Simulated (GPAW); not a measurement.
The GPAW input:

```python
from ase import Atoms
from ase.dft.bandgap import bandgap
from ase.io import write
from ase.units import GPa
from gpaw import GPAW, PW

atoms = Atoms(['Cu', 'Cu', 'Cu', 'Cu'],
              cell=[[2.5307640267, 0.0, 0.0],
                    [-1.2653820134, 2.1917059381, 0.0],
                    [0.0, 0.0, 8.26181508]],
              scaled_positions=[[0.6666666667, 0.3333333333, 0.75],
                                [0.0, 0.0, 0.5],
                                [0.3333333333, 0.6666666667, 0.25],
                                [0.0, 0.0, 0.0]],
              pbc=True)

calc = GPAW(mode=PW(600),
            xc='LDA',
            kpts={'size': (8, 8, 2), 'gamma': True},
            occupations={'name': 'fermi-dirac', 'width': 0.05},
            nbands=42,
            convergence={'density': 1e-05, 'energy': 1e-05},
            maxiter=150,
            txt='gpaw.txt')
atoms.calc = calc
energy = atoms.get_potential_energy()
forces = atoms.get_forces()
stress = atoms.get_stress()
calc.write('gs.gpw')
write('result.traj', atoms)
print(f'Energy: {energy:.6f} eV')
print('Forces (eV/A):')
print(forces.round(4))
print('Stress (GPa):', (stress / GPa).round(3))
print('Fermi level:', round(calc.get_fermi_level(), 4), 'eV')
print(f'Gap: {bandgap(calc)[0]:.4f} eV, direct: {bandgap(calc, direct=True)[0]:.4f} eV')

path = atoms.cell.bandpath('GMKGALHA,LM,KH', npoints=60, eps=1e-4)
bs_calc = calc.fixed_density(kpts=path, symmetry='off', nbands=58,
                             convergence={'bands': 'CBM+6.0', 'eigenstates': 1e-6}, txt='bands.txt')
bs = bs_calc.band_structure()
bs.write('bs.json')
print(f'Gap on the path: {bandgap(bs_calc)[0]:.4f} eV')
```

System: Cu, space group P6_3/mmc, 4 atoms in the cell.

GPAW 26.7.0; LDA, the program's PAW data sets (release 1.2.1) made for this functional, no spin polarisation, no spin-orbit coupling, 8×8×2 k mesh, 600 eV cutoff, Fermi-Dirac smearing of 0.05 eV.

What will the band structure look like? The path is Γ–M–K–Γ–A–L–H–A|L–M|K–H.

A metal: 4 bands cross the Fermi level along this path. Bands cross the Fermi level on Γ–M, M–K, K–Γ, A–L, H–A and L–M, and not on Γ–A, L–H and K–H. At Γ the nearest levels lie 0.99 eV below and 3.98 eV above the Fermi level.

The k mesh is coarse (spacing up to 0.38 Å⁻¹), so the values aren't converged. The cell is at −7 GPa in this functional. This isn't the form of Cu at room conditions, which is fcc. Bands are joined in order of energy, so crossings between the computed points show as kinks or gaps.

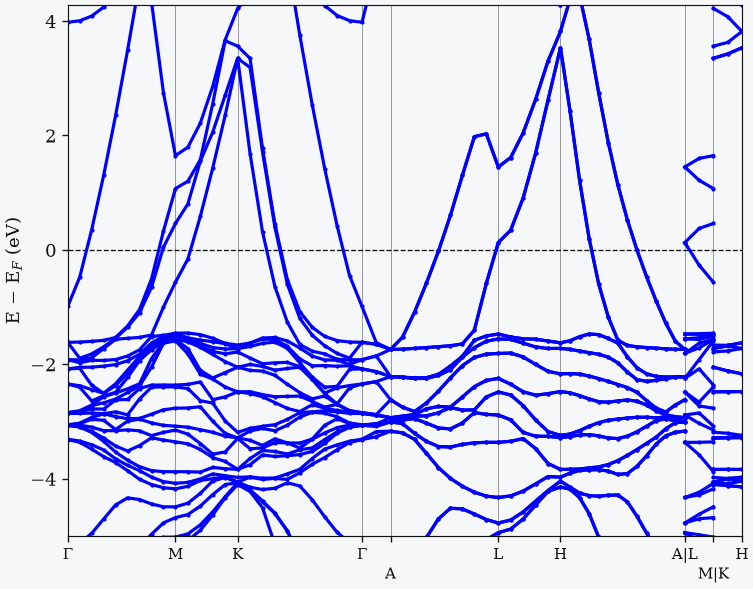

Band structure. Energies are counted from the Fermi level.
